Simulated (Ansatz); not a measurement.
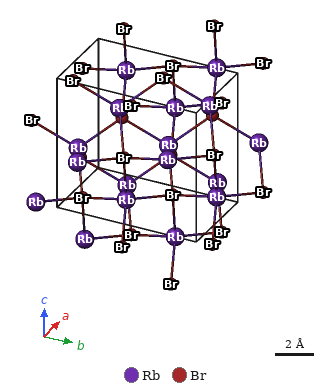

Starting structure of crystalline RbBr (built on the CdTe-36 type type). The picture is a ball-and-stick view of the conventional cell (2 times the calculation's cell), seen from a free direction. Lengths and directions refer to the drawn axes.

These are results of DFT, PBEsol, plane waves, PAW (Ansatz), not measurements.

Input
```yaml
crystal:
  lattice:
    - [2.46201296, -4.20965093, 0.0]
    - [2.46201296, 4.20965093, 0.0]
    - [0.0, 0.0, 7.96518857]
  atoms:
    - { symbol: Rb, position: [0.848473, 0.151527, 0.999827] }
    - { symbol: Rb, position: [0.151527, 0.848473, 0.499827] }
    - { symbol: Br, position: [0.18219, 0.81781, 0.875173] }
    - { symbol: Br, position: [0.81781, 0.18219, 0.375173] }
kpoints:
  mp_grid: { grid: [6, 6, 4] }
hamiltonian:
  xc: pbesol
scf:
  occupations: { method: fermi_dirac, width: 0.03 }
relax:
  f_tol: 0.01
  cell: {}
  max_steps: 120
```

Launched with:
```bash
ansatz run input.yaml --threads 2 --pin off --max-ram 2211MiB --backend cpu --events-out ev --progress --plain --runs-dir out
```

Q: Predict the outcome.

A: The largest moves relative to the cell, 0.45 Å, are those of Rb1, Rb2, Br3 and Br4. Rb1 goes roughly along [0 −1 3]. Largest moves by element: Rb 0.45 Å, Br 0.45 Å. Cell: a 4.924 → 5.832 Å (+18.4 %), b 8.419 → 10.025 Å (+19.1 %), c 7.965 → 6.790 Å (−14.8 %). Volume +20.2 %. Some distances before and after: Rb1–Br4 4.982 → 3.395 Å, Rb1–Br4 (another image) 3.001 → 3.394 Å, Rb1–Br3 2.980 → 3.354 Å, Rb1–Br3 (another image) 3.001 → 3.355 Å. New bonds form: Rb1–Br4 (4.98 → 3.40 Å), Rb2–Br3 (4.98 → 3.40 Å). Among the angles between lasting bonds that change: Br3–Rb1–Br4 114.4° → 90.0°, Rb1–Br4–Rb2 111.7° → 90.0°, Br3–Rb1–Br4 106.8° → 90.0°. The space group (tolerance 0.01 Å) goes from Cmc2_1 (No. 36) to Cmcm (No. 63). After 11 accepted moves (14 points after the start) the energy has fallen by 0.961 eV per cell of the calculation. The largest force component goes from 0.13 to 0.0005 eV/Å. Pressure: 5.44 GPa at the start and 0.02 GPa at the end. The line search rejected the trial step at point 10 of the run. The SCF was repeated twice at an unchanged geometry on a basis and grid sized afresh for the cell, which shifted the energy by 13.9 meV per cell of the calculation at most.

The structure at the end:

```xyz
4
Lattice="2.9162 -5.0123 0.0000 2.9162 5.0123 0.0000 0.0000 0.0000 6.7896" Properties=species:S:1:pos:R:3 pbc="T T T"
Rb    2.9162   -3.3359    6.3655
Rb    2.9162    3.3359    2.9707
Br    2.9162    3.3348    6.3651
Br    2.9162   -3.3348    2.9703
```

After the run, drawn alike:

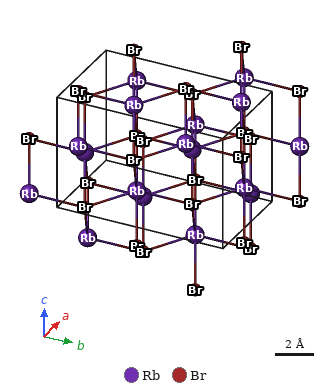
